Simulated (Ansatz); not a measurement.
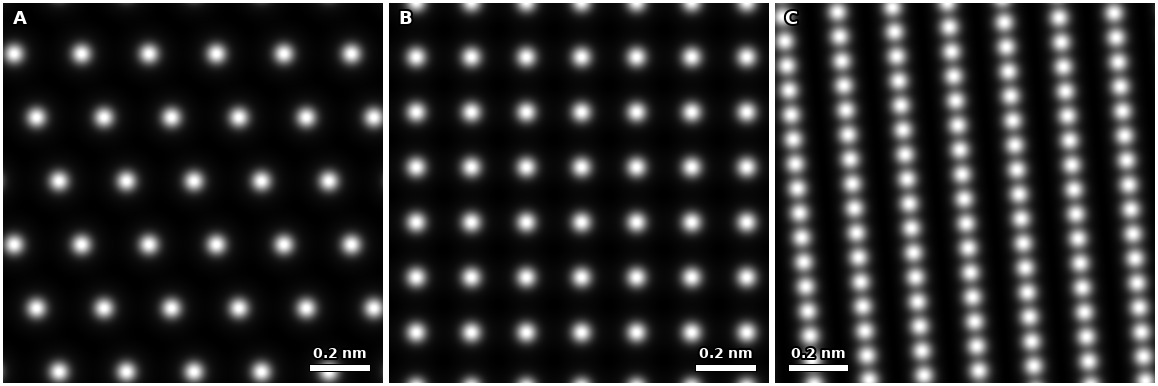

Three views of Ru (Fm-3m, No. 225) along different zone axes. Simulation: incoherent imaging, intensity Z^1.6 per atom, probe width 0.50 Å, thin sample. The probe carries 25 % of its weight in a tail 2.5 times as wide. The display is stretched by a gamma of 0.8; percentages refer to the linear signal. Model: coordinates from a relaxation with Ansatz 0.2.0, DFT PBEsol, scalar-relativistic, plane waves, PAW; the starting structure was generated, so it need not be a known form of this composition.

```xyz
4
Lattice="3.7686 0.0000 0.0000 0.0000 3.7686 0.0000 0.0000 0.0000 3.7686" Properties=species:S:1:pos:R:3 pbc="T T T"
Ru    0.0000    0.0000    0.0000
Ru    0.0000    1.8843    1.8843
Ru    1.8843    0.0000    1.8843
Ru    1.8843    1.8843    0.0000
```

Match the panels to the zone axes [001], [110] and [210].

Answer. A is [110]: projected cell 2.31 × 2.31 Å, 109°, plane group c2mm. B is [001]: projected cell 1.88 × 1.88 Å, 90°, plane group p4mm. C is [210]: projected cell 0.84 × 1.88 Å, 90°, plane group p2mm.
